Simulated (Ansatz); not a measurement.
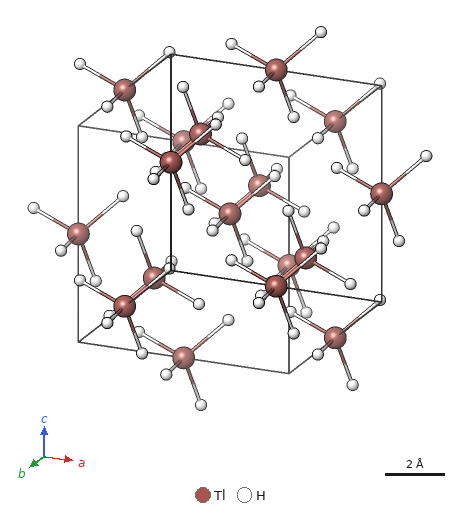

This is the input geometry for a relaxation of a crystal of TlH4 (a generated structure, set up in Fd-3m) (coarse preliminary run). Style: ball-and-stick. Shown: the conventional cell (4 times the calculation's cell), from a free direction. Lengths and directions refer to the drawn axes.

Computed with DFT PBE, scalar-relativistic, plane waves, PAW (Ansatz 0.2.0).

Input
```yaml
crystal:
  lattice:
    - [0.0, 3.9556804, 3.9556804]
    - [3.9556804, 0.0, 3.9556804]
    - [3.9556804, 3.9556804, 0.0]
  atoms:
    - { symbol: Tl, position: [0.5, 0.5, 0.5] }
    - { symbol: Tl, position: [0.75, 0.75, 0.75] }
    - { symbol: H, position: [0.89745847, 0.89745847, 0.89745847] }
    - { symbol: H, position: [0.89745847, 0.89745847, 0.3076246] }
    - { symbol: H, position: [0.89745847, 0.3076246, 0.89745847] }
    - { symbol: H, position: [0.3076246, 0.89745847, 0.89745847] }
    - { symbol: H, position: [0.35254153, 0.35254153, 0.9423754] }
    - { symbol: H, position: [0.35254153, 0.35254153, 0.35254153] }
    - { symbol: H, position: [0.35254153, 0.9423754, 0.35254153] }
    - { symbol: H, position: [0.9423754, 0.35254153, 0.35254153] }
basis:
  ecutwfc: 420
kpoints:
  mp_grid: { grid: [4, 4, 4] }
hamiltonian:
  xc: pbe
scf:
  occupations: { method: gaussian, width: 0.1 }
  lower_state_search: "off"
output:
  forces: true
  stress: true
  eigenvalues: true
relax:
  adjacent_minimum: "off"
  f_tol: 0.04
  max_steps: 70
  cell: { stress_tol: 0.4 }
```

Command:
```bash
ansatz run input.yaml --threads 1 --pin off --max-ram 2560MiB --backend cpu --events-out ev --progress --plain --runs-dir out
```

**Predict the outcome.**

Over 3 accepted moves (4 points after the start) the energy falls by 0.598 eV per cell of the calculation. The largest force component goes from 0.37 to 0.016 eV/Å. Pressure: −6.71 GPa at the start and 0.06 GPa at the end. The SCF was repeated once at an unchanged geometry on a basis and grid sized afresh for the cell, which shifted the energy by 8.3 meV per cell of the calculation at most. The largest moves relative to the cell, 0.11 Å, are those of 8 atoms (H3, H4, H5, H6 and others). H9 goes along [−1 1 −1]. Tl stays in place. Cell: a = b = c 7.911 → 7.695 Å (−2.7 %). Volume −8.0 %. Some distances before and after: Tl1–H10 2.021 → 1.851 Å. The space group stays Fd-3m (No. 227).

The structure at the end:

```xyz
10
Lattice="0.0000 3.8475 3.8475 3.8475 0.0000 3.8475 3.8475 3.8475 0.0000" Properties=species:S:1:pos:R:3 pbc="T T T"
Tl    3.8475    3.8475    3.8475
Tl    5.7712    5.7712    5.7712
H     6.8401    6.8401    6.8401
H     4.7023    4.7023    6.8401
H     4.7023    6.8401    4.7023
H     6.8401    4.7023    4.7023
H     4.9164    4.9164    2.7786
H     2.7786    2.7786    2.7786
H     4.9164    2.7786    4.9164
H     2.7786    4.9164    4.9164
```

After the run, drawn alike:

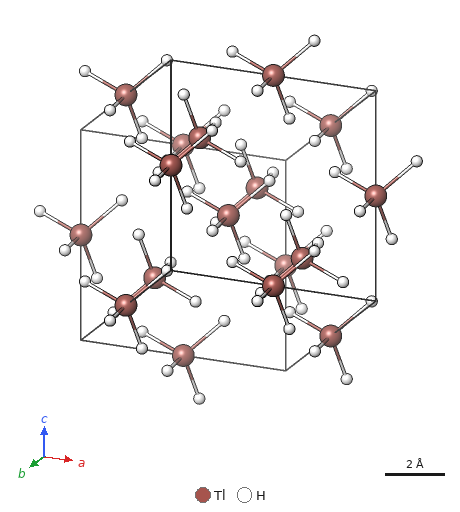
